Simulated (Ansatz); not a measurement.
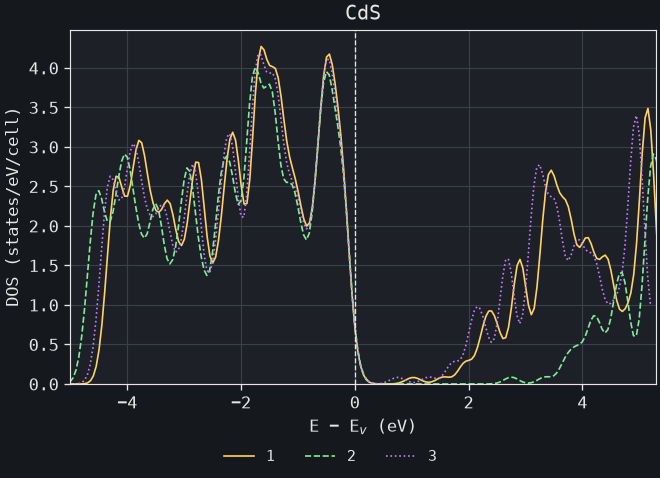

Total densities of states of CdS, space group P6_3/mmc, 4 atoms in the cell, h-MgO (five-fold) type, by three methods on the same cell. The curves are built from the levels of the k mesh with Gaussians 0.3 eV wide, which also blur the band edges. Each is counted from its own valence-band top.

Q: Which curve is which? The methods: LDA, PBE0, PBE+SOC.

A: 1 is PBE+SOC; 2 is PBE0; 3 is LDA. PBE+SOC gives a gap of 0.99 eV, PBE0 gives a gap of 2.75 eV and LDA gives a gap of 0.72 eV.

Settings. PBE+SOC: DFT, PBE with spin-orbit coupling, plane waves, PAW, 6×6×4 k mesh, 420 eV cutoff, Fermi-Dirac smearing of 0.02 eV (Ansatz). PBE0: DFT, PBE0, plane waves, PAW, no spin polarisation, 6×6×4 k mesh, 420 eV cutoff (Ansatz). LDA: DFT, LDA, plane waves, PAW, no spin polarisation, 6×6×4 k mesh, 420 eV cutoff (Ansatz 0.2.0).
